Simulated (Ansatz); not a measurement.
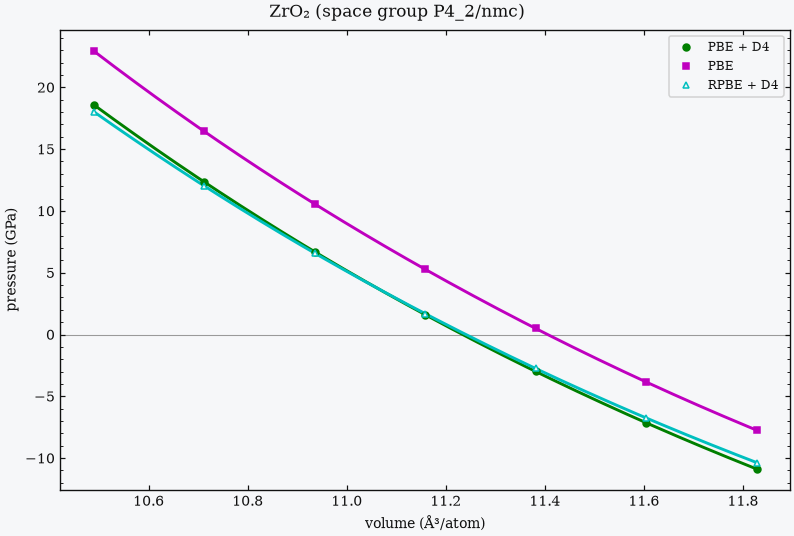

How it was computed, with Ansatz 0.2.0: plane-wave DFT, no spin polarisation; energies at scaled volumes of the given cell, shape and fractions fixed, counted from the fit's minimum, third-order Birch-Murnaghan fit. All runs: no spin polarisation.

- k mesh: 7×7×5
- occupations: Fermi–Dirac
- smearing width: 0.05 eV
- wave cutoff: 420 eV
- density cutoff: 1680 eV

Figure. Pressure against volume, with one curve for each functional, for ZrO₂ (space group P4_2/nmc).

Settings that differ: PBE + D4: potentials Ansatz PAW; PBE: potentials Ansatz-PAW-large-core; RPBE + D4: potentials Ansatz PAW.

The fitted equilibrium volumes, smallest first, are PBE + D4 11.234, RPBE + D4 11.240, PBE 11.405 Å³/atom. The fitted bulk moduli, smallest first, are RPBE + D4 226.1, PBE 229.9, PBE + D4 235.2 GPa. For PBE + D4, the pressure falls from 18.60 GPa at volume 10.49 Å³/atom to −10.88 GPa at 11.83 Å³/atom, and changes sign near 11.24 Å³/atom. For PBE, the pressure falls from 22.95 GPa at volume 10.49 Å³/atom to −7.74 GPa at 11.83 Å³/atom, and changes sign near 11.41 Å³/atom. For RPBE + D4, the pressure falls from 18.04 GPa at volume 10.49 Å³/atom to −10.36 GPa at 11.83 Å³/atom, and changes sign near 11.24 Å³/atom.

Keep in mind: the functional was run on potentials made for another functional (RPBE + D4); shape and atomic fractions are frozen while scaling, which makes layered, chain and framework solids too stiff.
